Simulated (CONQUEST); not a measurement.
**Energy of ZrC along an even scaling of the cell**

System: ZrC (Fm-3m, 4 atoms in the cell).
Method: Kohn-Sham DFT of a periodic cell, PBE, PseudoDojo NC PBE, no spin polarisation (CONQUEST 1.3).

The 7 runs differ only in the geometry, by an even scaling of the cell at fixed fractional positions. The structure derives from an entry of the Crystallography Open Database.

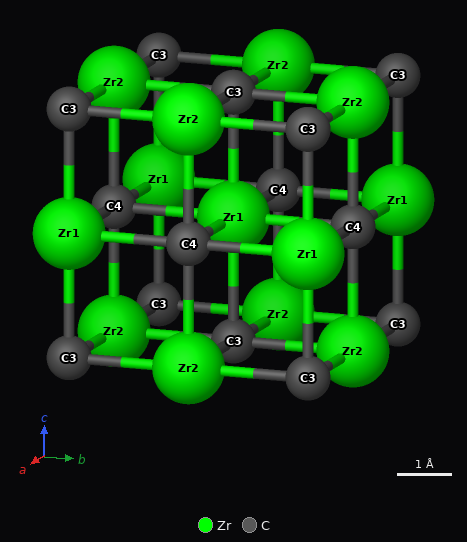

Figure 1. The structure of run 4 (ball-and-stick view of the cell 2 times as large as that of the calculation, set on its symmetry axes, seen slightly off an axis; atoms are numbered from 1 in the order of the input).

**Input of run 4**
```
IO.Title ZrC
IO.Coordinates coords.dat
IO.FractionalAtomicCoords T
IO.Iprint 2
IO.Iprint_init 1
General.NumberOfSpecies 2
General.PseudopotentialType hamann
AtomMove.TypeOfRun static
AtomMove.FullStress T
Grid.PointsAlongX 32
Grid.PointsAlongY 32
Grid.PointsAlongZ 48
DM.SolutionMethod diagon
Diag.MPMesh T
Diag.GammaCentred T
Diag.MPMeshX 7
Diag.MPMeshY 7
Diag.MPMeshZ 5
Diag.kT 0.00183747
minE.SCTolerance 1e-6
SC.MaxIters 100
IO.AtomChargeOutput T
%block ChemicalSpeciesLabel
1 91.220 Zr
2 12.010 C
%endblock
```

Command:
```bash
Conquest
```

Lattice vectors (Å) and fractional positions of run 4:
```
   3.344615    0.000000    0.000000
   0.000000    3.344615    0.000000
   0.000000    0.000000    4.730000
Zr  0.000000  0.000000  0.500000
Zr  0.500000  0.500000  0.000000
C   0.000000  0.000000  0.000000
C   0.500000  0.500000  0.500000
```

Run 6 has the same physical settings and fractional positions; its lattice vectors (Å) are:
```
   3.388628    0.000000    0.000000
   0.000000    3.388628    0.000000
   0.000000    0.000000    4.792244
```

**Results, with one run withheld**

| run | volume per atom (Å³) | free energy per atom, from the lowest run given (meV) | pressure (GPa) |
| --- | --- | --- | --- |
| 1 | 12.434 | 28.28 | 13.95 |
| 2 | 12.699 | 10.10 | 8.01 |
| 3 | 12.963 | 1.24 | 3.14 |
| 4 | 13.228 | 0.00 | −1.63 |
| 5 | 13.493 | 6.16 | −5.74 |
| 6 | 13.757 | ? | ? |
| 7 | 14.022 | 36.03 | −12.60 |

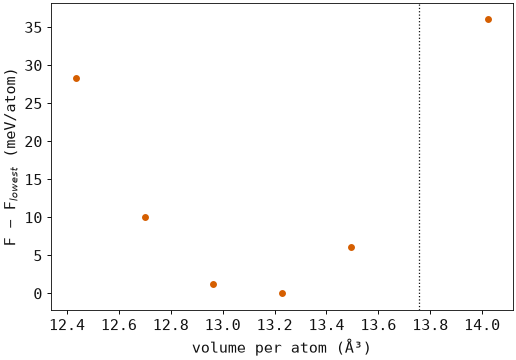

Figure 2. Free energy per atom of the runs given; the dotted line marks run 6.

Fit the runs given and predict run 6.

A cubic polynomial in V^(−2/3) (the Birch–Murnaghan form), fitted to the 6 runs given, misses them by at most 0.10 meV per atom. With x = V^(−2/3) − 0.17974 Å⁻², it reads F = −0.38592 + 94.391 x + 6.3299e+05 x² + 2.2087e+06 x³ (meV per atom). At run 6 it gives 18.32 meV per atom, and the run itself gives 18.40. The slope of the fit gives a pressure −dF/dV of −9.12 GPa there, and the run prints −9.08 GPa. The fit has its minimum at 13.131 Å³ per atom, where V d²F/dV² gives 221 GPa: the bulk modulus at this level, since symmetry fixes the shape and the positions.

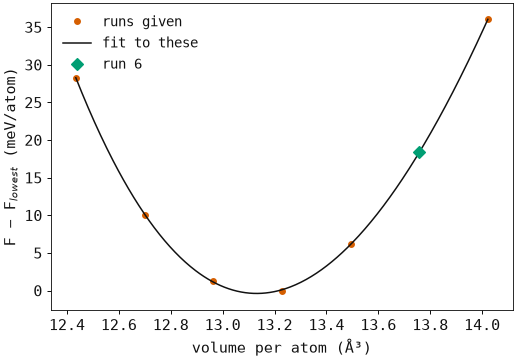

Figure 3. The fit and the withheld run.

**Some lines of the output (run 6)**
```
[...]
          DFT Total Energy                 :      -113.381122738600880 Ha
          Free Energy (E-TS)               :      -113.381939017040423 Ha
          DFT Total Energy                 :      -113.381392012181465 Ha
          Free Energy (E-TS)               :      -113.381811476412508 Ha
          DFT Total Energy                 :      -113.381541733532544 Ha
          Free Energy (E-TS)               :      -113.381779136304218 Ha
          DFT Total Energy                 :      -113.381557765091088 Ha
          Free Energy (E-TS)               :      -113.381779372671119 Ha
          DFT Total Energy                 :      -113.381557984558327 Ha
          Free Energy (E-TS)               :      -113.381779023659789 Ha
          DFT Total Energy                 :      -113.381557745077004 Ha
      | Free Energy as E-TS      =      -113.381779023659789 Ha
      |* DFT total energy        =      -113.381557745077004 Ha
    force: Average pressure:     -9.07550269 GPa
```

Notes: With a small basis of atomic orbitals these values can differ much from converged plane-wave results.
